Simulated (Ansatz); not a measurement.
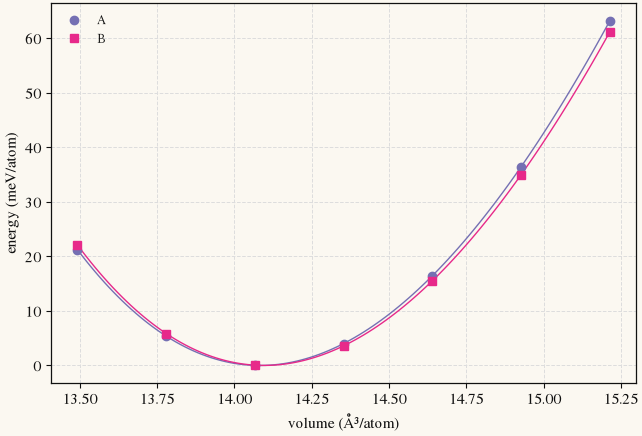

Plotted: energy against volume, with one curve for each functional, for MoP (space group P-6m2). The labels are replaced by letters. In alphabetical order the cases are: HSE06; PBE0.

Calculation (Ansatz 0.2.0): plane-wave DFT, no spin polarisation; energies at scaled volumes of the given cell, shape and fractions fixed, counted from the fit's minimum, third-order Birch-Murnaghan fit. All runs: no spin polarisation.

k mesh 6×6×6; occupations Fermi–Dirac; smearing width 0.05 eV; potentials Ansatz PAW; wave cutoff 420 eV; density cutoff 1680 eV.

Which letter stands for which functional?

Answer. A: PBE0; B: HSE06.

Note: shape and atomic fractions are frozen while scaling, which makes layered, chain and framework solids too stiff.
